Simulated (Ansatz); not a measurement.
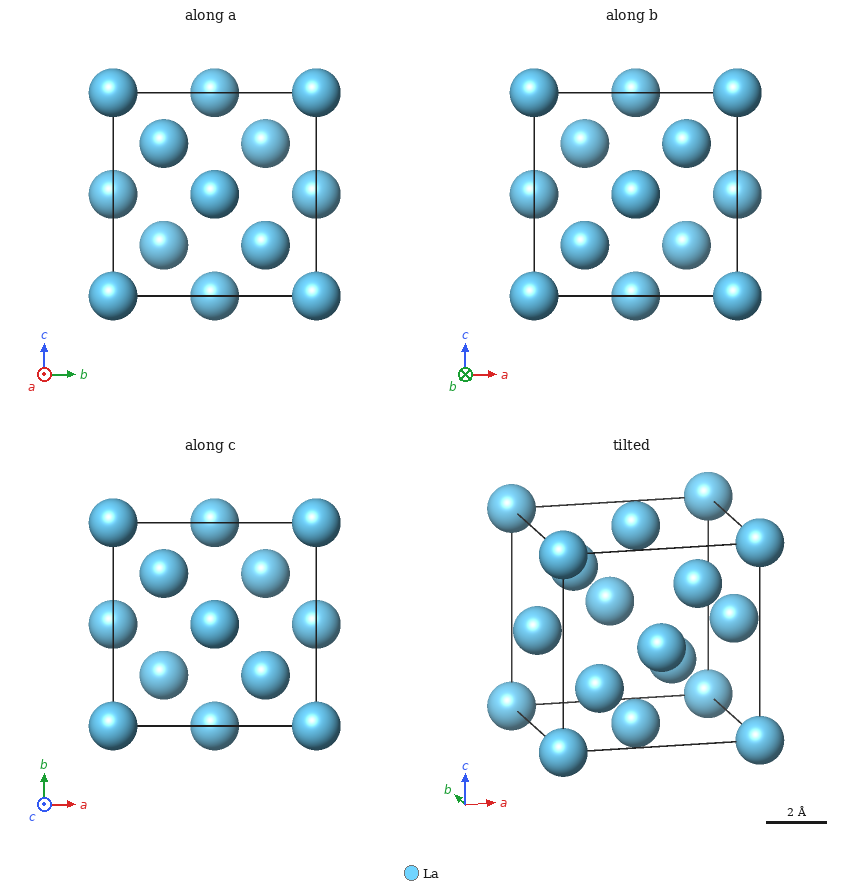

A spheres-only rendering, viewed along the a axis, along the b axis, along the c axis and slightly off an axis. Atoms at the boundary of the conventional unit cell (the box) are drawn once for each face, edge or corner they touch.

Lattice parameters: a = 6.880 Å, b = 6.880 Å, c = 6.880 Å, α = 90.00°, β = 90.00°, γ = 90.00°.

Set out the cell and atoms as a table of Wyckoff sites.

Space group Fd-3m:1 (No. 227).
```csv
atom,site,x,y,z
La,8a,0.2500,0.7500,0.7500
```

The structure comes from a structure type filled with this element by a generator (whether the element takes this form wasn't checked). Earlier steps of the study may have refined or changed the cell and positions. A calculation with Ansatz used it as input.
